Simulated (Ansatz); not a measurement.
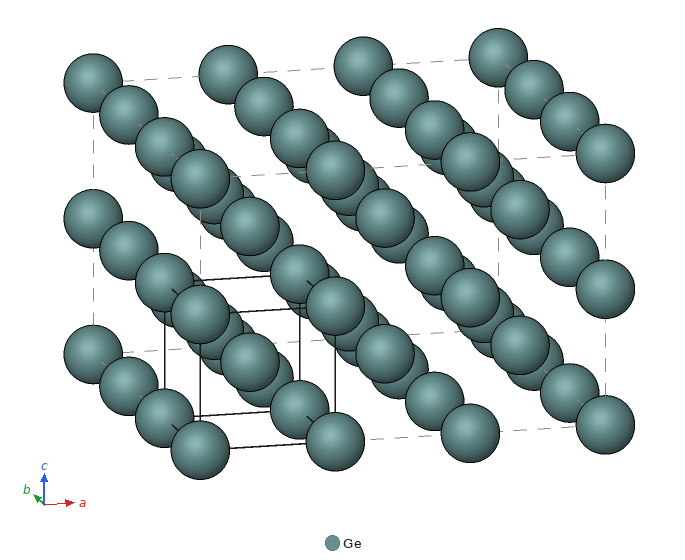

Drawn in the spheres-only manner and seen slightly off an axis. One conventional unit cell is drawn solid; the view covers 3×3×2 cells. Cell: a = 3.331 Å, b = 3.331 Å, c = 3.331 Å, α = 90.00°, β = 90.00°, γ = 90.00°.

Describe the crystal.

The element is germanium. Its lattice is body-centred cubic, its space group Im-3m (No. 229). Prototype: body-centred cubic (W type). The cell holds two atoms.

The model was built from a structure listed in the Materials Project. The cell was then strained or its atoms displaced on purpose. It was run through Ansatz as a DFT input.
